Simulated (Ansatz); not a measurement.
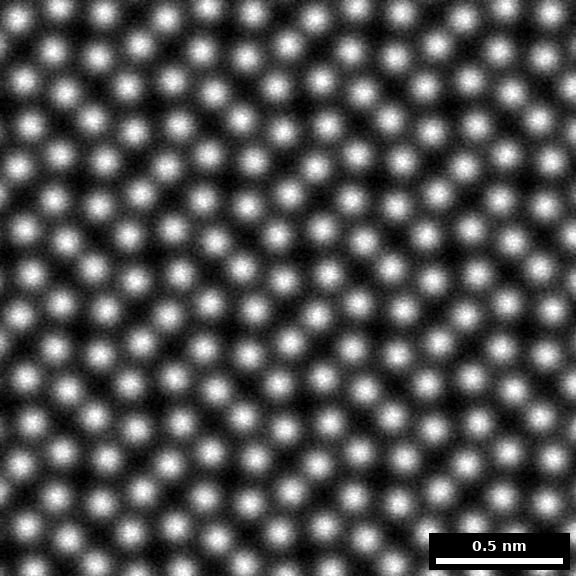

iDPC-like image of Ge (P4_32_12, No. 96) along [001]. Simulated as the projected potential of neutral atoms (B = 0.3 Å²) blurred by a 0.72 Å probe, the thin-sample limit of integrated differential phase contrast. Shot noise and a slight drift were added. Structure: the input geometry of a calculation.

Interpret the image.

The columns repeat on a square net with a repeat of 5.90 Å (plane group p4gm). All columns are alike (Ge). The shortest distance between visible columns is 1.50 Å in projection. Along the beam the structure repeats every 7.00 Å.
